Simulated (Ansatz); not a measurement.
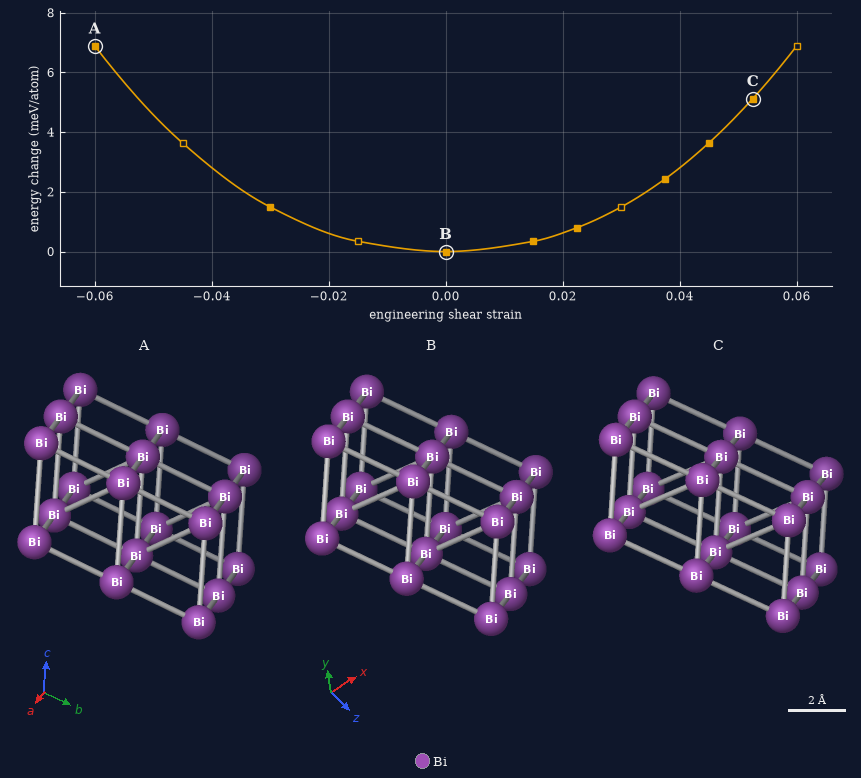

A scan of crystalline Bi (Im-3m): the cell is strained in shear in the xz plane, with the atoms kept at their fractional coordinates. x, y and z are the Cartesian axes of the input. The lettered frames are marked on the plot. Hollow markers are points alike by symmetry, not computed again. A ball-and-stick model of the cell of the calculation, repeated 2 × 2 × 1 with one cell outlined, seen slightly off an axis.

The calculation used DFT PBEsol, scalar-relativistic, plane waves, PAW (Ansatz 0.2.0). Settings: plane-wave cutoff 420 eV; k-point mesh 18 × 18 × 18; occupations gaussian; smearing width 0.15 eV; no spin polarisation. Energies (free energies at the smearing named) are counted from the cell as listed in its source, which wasn't relaxed.

### What does the scan show?

The lowest computed point lies at the strain 0.00 (0.00 meV/atom). The end points stand at 6.89 meV/atom (−0.06) and 6.89 meV/atom (0.06). The unrelaxed reference is under a pressure of −1.9 GPa. The distortion takes the space group from Im-3m to Fmmm. At the strain −0.06 the cell of the drawing goes a 3.432 → 3.501 Å, b 3.432 → 3.364 Å, c 3.432 → 3.501 Å, β 109.5° → 111.1°.

The computed points:

```tsv
engineering shear strain	energy change (meV/atom)
−0.0600	6.89
−0.0450	3.64
−0.0300	1.49
−0.0150	0.34
0.0000	0.00
0.0150	0.34
0.0225	0.80
0.0300	1.49
0.0375	2.43
0.0450	3.64
0.0525	5.12
0.0600	6.89
```

Points that are alike by symmetry were computed once.
